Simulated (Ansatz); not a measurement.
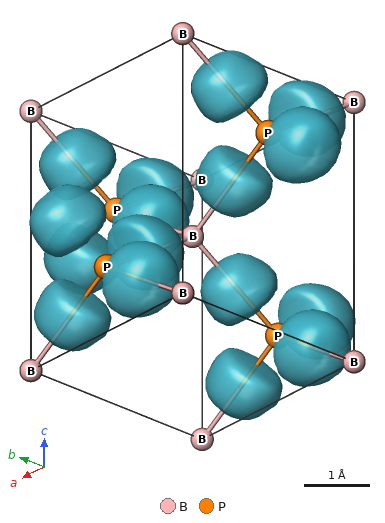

*BP. Isosurface of the electron localisation function at 0.8 (cyan), seen at an oblique angle. Only the valence region is drawn (cores and ρ < 0.01 e/Å³ removed). Sticks mark near contacts.*

Space group I-4m2; changed on purpose from its base cell (strain +0.1125 x Voigt [1, 1, 0, 0, 0, 0], atoms carried along); computed pressure about −22 GPa in this cell.

The calculation used DFT PBE, scalar-relativistic, plane waves, PAW in Ansatz.

In a PAW calculation such maps are meaningful between the atoms, not at the nuclei.

```xyz
4
Lattice="2.5243 -2.5243 0.0000 2.5243 2.5243 0.0000 0.0000 0.0000 4.5380" Properties=species:S:1:pos:R:3 pbc="T T T"
B     0.0000    0.0000    0.0000
B     2.5243    0.0000    2.2690
P     1.2621   -1.2621    1.1345
P     1.2621    1.2621    3.4035
```

Where are the electrons localised?

Answer. At this value the surface marks out eight regions between bonded B–P atoms (shared pairs), counted in one cell of 4 atoms. Regions shared between cells count once. Profiles from the grid: B–P (2.11 Å): the ELF peaks at about 0.95 between the atoms, as expected for localised, covalent bonding.
